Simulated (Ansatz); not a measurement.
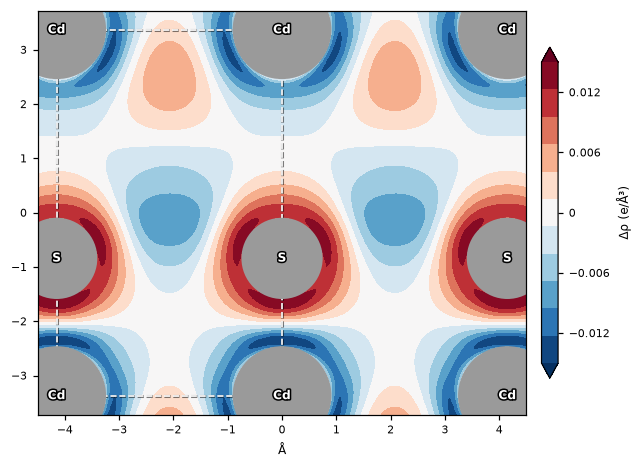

CdS: difference of two self-consistent densities at the same geometry, ρ(r2SCAN) − ρ(PBEsol), on the (100) plane of the conventional cell. Grey discs cover the cores, where the PAW densities can't be compared. Cores are masked to 0.9 Å (Cd) and 0.7 Å (S).

Space group P6_3mc.

Both runs: Ansatz, scalar-relativistic, plane waves and PAW, same cutoff, k-points and PAW files (made with PBE).

**How does the change of level move the electrons?**

Against PBEsol, and outside the masked cores, the largest gain lies at the edge of the masked core of S, and the largest loss, 0.014 e/Å³, lies 1.0 Å from a cadmium nucleus and 1.6 Å from a sulfur one. Bader charges are Cd +0.82 and S −0.82 e with PBEsol and Cd +0.94 and S −0.94 e with r2SCAN. At this volume the pressure is −1 GPa with PBEsol and 1 GPa with r2SCAN. The gap on the mesh is 1.06 eV with PBEsol and 1.66 eV with r2SCAN.

Run times: 88 s (r2SCAN) and 71 s (base cell), on 1 thread of Arm Neoverse N1, on a shared host.
